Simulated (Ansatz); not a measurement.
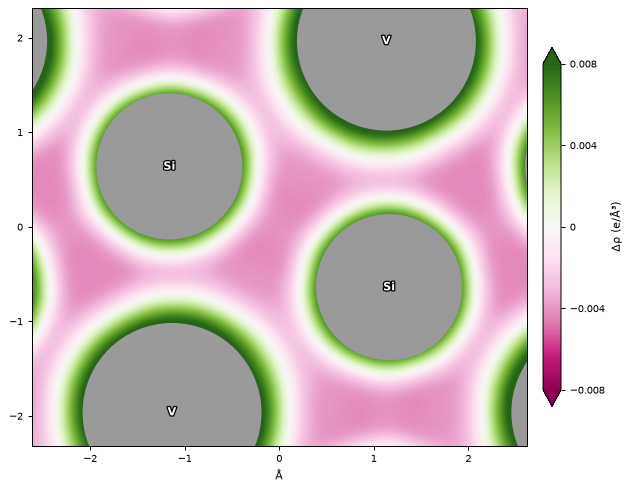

VSi₂: difference of two self-consistent densities at the same geometry, ρ(LDA) − ρ(PBE), on the (001) plane of the conventional cell. Grey discs cover the cores, where the PAW densities can't be compared. Cores are masked to 0.9 Å (V) and 0.8 Å (Si).

Space group P6_222; computed without spin polarisation. The cell comes from a database of computed structures, not from a measurement.

Both runs: Ansatz, scalar-relativistic, plane waves and PAW, same cutoff, k-points and PAW files (made with PBE).

```cif
data_structure
_symmetry_space_group_name_H-M 'P 1'
_symmetry_Int_Tables_number 1
_cell_length_a 4.5348
_cell_length_b 4.5348
_cell_length_c 6.3189
_cell_angle_alpha 90.000
_cell_angle_beta 90.000
_cell_angle_gamma 120.000
_cell_volume 112.54
loop_
_atom_site_label
_atom_site_type_symbol
_atom_site_fract_x
_atom_site_fract_y
_atom_site_fract_z
_atom_site_occupancy
V1 V 0.00000 0.50000 0.16667 1
V2 V 0.50000 0.50000 0.83333 1
V3 V 0.50000 0.00000 0.50000 1
Si1 Si 0.83751 0.67501 0.50000 1
Si2 Si 0.16249 0.83751 0.83333 1
Si3 Si 0.67501 0.83751 0.16667 1
Si4 Si 0.16249 0.32499 0.50000 1
Si5 Si 0.83751 0.16249 0.83333 1
Si6 Si 0.32499 0.16249 0.16667 1
```

How does the change of level move the electrons?

Answer. Against PBE, and outside the masked cores, the largest gain lies at the edge of the masked core of V, and the largest loss, 0.005 e/Å³, lies 1.3 Å from a silicon nucleus and 1.9 Å from a vanadium one.
Bader charges are V +0.80 and Si −0.40 e with PBE and V +0.68 and Si −0.34 e with LDA. Among metals such charges hang on how the charge between the atoms is shared out.
At this volume the pressure is 4 GPa with PBE and −5 GPa with LDA.
